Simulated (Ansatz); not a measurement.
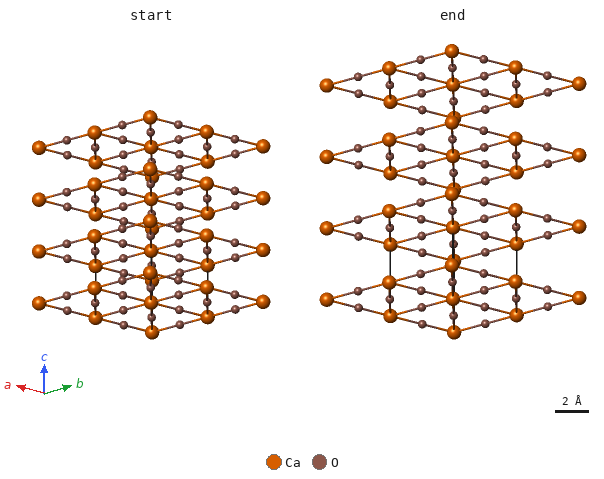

The structure of solid CaO₃ (a generated structure, set up in P6/mmm) (coarse preliminary run) before (left) and after (right) a relaxation, at one scale.

A ball-and-stick model of the cell of the calculation, repeated 2 × 2 × 3 with one cell outlined, seen from a free direction.

These are results of DFT PBE, scalar-relativistic, plane waves, PAW (Ansatz), not measurements. Set-up: plane-wave cutoff 420 eV; k-point mesh 6 × 6 × 6; occupations gaussian; smearing width 0.1 eV; no spin polarisation; cell and atoms relaxed; force threshold 0.04 eV/Å; at most 70 steps.

Describe what moved and what it gained.

Answer. The atoms keep their places relative to the cell (all moves are under 0.005 Å). The drawn cell changes as follows: a = b 3.974 → 4.477 Å (+12.6 %), c 3.586 → 4.939 Å (+37.8 %); the volume changes by +74.8 %. Among the contacts that change: Ca–O 1.987 → 2.238 Å. The space group stays P6/mmm (No. 191). The energy falls by 593 meV per atom in 13 accepted moves (20 points after the start). All forces vanish by symmetry, so only the cell relaxes. Pressure: 47.17 GPa at the start and 0.12 GPa at the end. The line search rejected the trial step at point 13 of the run. At 6 points the geometry stayed and the basis and grid were re-selected for the new cell (energy shift of 49.6 meV per atom at most each time).
